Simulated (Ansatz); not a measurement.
## Geometry relaxation, with input and output: TaN (part 3 of 3)

Continued. System: TaN (P-62m, 6 atoms in the cell). Method: DFT mr2SCAN, scalar-relativistic, plane waves, PAW, spin-polarised (Ansatz 0.2.0); cutoff 500 eV, 6×6×8 k-mesh, Gaussian smearing of 0.05 eV, collinear spins. The structure derives from an entry of the Crystallography Open Database. It belongs to a series of runs on one base structure; here: volume × 0.98.

Geometry of the input (Å; fractional positions):
```
5.1700  -0.0000  0.0000
-2.5850  4.4774  0.0000
0.0000  0.0000  2.8853
Ta 0.3333  0.6667  0.5000
Ta 0.6667  0.3333  0.5000
Ta 0.0000  0.0000  0.0000
N  0.3921  -0.0000  0.0000
N  0.6079  0.6079  0.0000
N  -0.0000  0.3921  0.0000
```

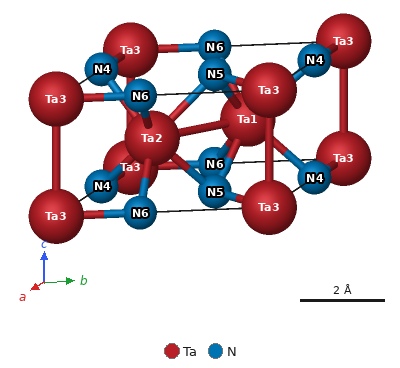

The geometry at step 3 of the log (ball-and-stick view of the cell of the calculation, seen slightly off an axis; atoms are numbered from 1 in the order of the input).

Trajectory as extended XYZ (Å, eV, eV/Å), 5 frames, from step=1 to step=5
```
6
Lattice="5.1700 0.0000 0.0000 -2.5850 4.4774 0.0000 0.0000 0.0000 2.8853" Properties=species:S:1:pos:R:3:forces:R:3 step=1 energy=-30995.51692 pressure_GPa=7.02
Ta    0.0000    2.9849    1.4427    0.0000   0.0000   0.0000
Ta    2.5850    1.4925    1.4427    0.0000   0.0000   0.0000
Ta    0.0000    0.0000    0.0000    0.0000   0.0000   0.0000
N     2.0270    0.0000    0.0000    0.0857   0.0000   0.0000
N     1.5715    2.7219    0.0000   -0.0428  -0.0742   0.0000
N    -1.0135    1.7554    0.0000   -0.0428   0.0742   0.0000
6
Lattice="5.1619 0.0000 0.0000 -2.5810 4.4703 0.0000 0.0000 0.0000 2.8944" Properties=species:S:1:pos:R:3:forces:R:3 step=2 energy=-30995.51655 pressure_GPa=6.78 accepted=F
Ta    0.0000    2.9802    1.4472    0.0000   0.0000   0.0000
Ta    2.5810    1.4901    1.4472    0.0000   0.0000   0.0000
Ta    0.0000    0.0000    0.0000    0.0000   0.0000   0.0000
N     2.0297    0.0000    0.0000   -0.0148   0.0000   0.0000
N     1.5661    2.7126    0.0000    0.0074   0.0128   0.0000
N    -1.0148    1.7577    0.0000    0.0074  -0.0128   0.0000
6
Lattice="5.1689 0.0000 0.0000 -2.5844 4.4764 0.0000 0.0000 0.0000 2.8866" Properties=species:S:1:pos:R:3:forces:R:3 step=3 energy=-30995.51748 pressure_GPa=6.85
Ta    0.0000    2.9843    1.4433    0.0000   0.0000   0.0000
Ta    2.5844    1.4921    1.4433    0.0000   0.0000   0.0000
Ta    0.0000    0.0000    0.0000    0.0000   0.0000   0.0000
N     2.0319    0.0000    0.0000   -0.0238   0.0000   0.0000
N     1.5685    2.7167    0.0000    0.0119   0.0206   0.0000
N    -1.0159    1.7597    0.0000    0.0119  -0.0206   0.0000
6
Lattice="5.1679 0.0000 0.0000 -2.5840 4.4756 0.0000 0.0000 0.0000 2.8876" Properties=species:S:1:pos:R:3:forces:R:3 step=4 energy=-30995.51754 pressure_GPa=6.87
Ta    0.0000    2.9837    1.4438    0.0000   0.0000   0.0000
Ta    2.5840    1.4919    1.4438    0.0000   0.0000   0.0000
Ta    0.0000    0.0000    0.0000    0.0000   0.0000   0.0000
N     2.0305    0.0000    0.0000    0.0002   0.0000   0.0000
N     1.5687    2.7171    0.0000   -0.0001  -0.0002   0.0000
N    -1.0153    1.7585    0.0000   -0.0001   0.0002   0.0000
6
Lattice="5.1679 0.0000 0.0000 -2.5840 4.4756 0.0000 0.0000 0.0000 2.8876" Properties=species:S:1:pos:R:3:forces:R:3 step=5 energy=-30995.51753 pressure_GPa=6.87
Ta    0.0000    2.9837    1.4438    0.0000   0.0000   0.0000
Ta    2.5840    1.4919    1.4438    0.0000   0.0000   0.0000
Ta    0.0000    0.0000    0.0000    0.0000   0.0000   0.0000
N     2.0305    0.0000    0.0000    0.0002   0.0000   0.0000
N     1.5687    2.7171    0.0000   -0.0001  -0.0002   0.0000
N    -1.0153    1.7585    0.0000   -0.0001   0.0002   0.0000
```

Results in brief

```json
{"quantity": "outcome", "value": "converged"}
{"quantity": "space group (tolerance 0.01 Å)", "value": "P-62m (189)"}
{"quantity": "electrons treated", "value": "54"}
{"quantity": "free energy", "value": "−30995.5175 eV"}
{"quantity": "Fermi energy", "value": "20.328 eV"}
{"quantity": "gap on the k-point mesh", "value": "none (metallic)"}
{"quantity": "net moment of the cell", "value": "0.00 μB"}
{"quantity": "integrated absolute moment", "value": "0.00 μB"}
{"quantity": "pressure", "value": "6.87 GPa"}
{"quantity": "final volume", "value": "66.79 Å³"}
{"quantity": "largest force (length of the vector) at the end", "value": "under 0.001 eV/Å"}
{"quantity": "final cell", "value": "a = 5.168 Å, b = 5.168 Å, c = 2.888 Å, α = 90.00°, β = 90.00°, γ = 120.00°"}
{"quantity": "hardware", "value": "4 threads of Arm Neoverse V2, 24 GiB of memory available, shared host"}
{"quantity": "wall time", "value": "62 s (CPU time 4 min)"}
{"quantity": "peak memory", "value": "0.61 GiB"}
```

Warnings of the run: some starting moments were not kept. Spin–orbit coupling is left out, which matters for Ta. The cell is under a pressure of 6.9 GPa at this level, so it is not at its equilibrium volume.
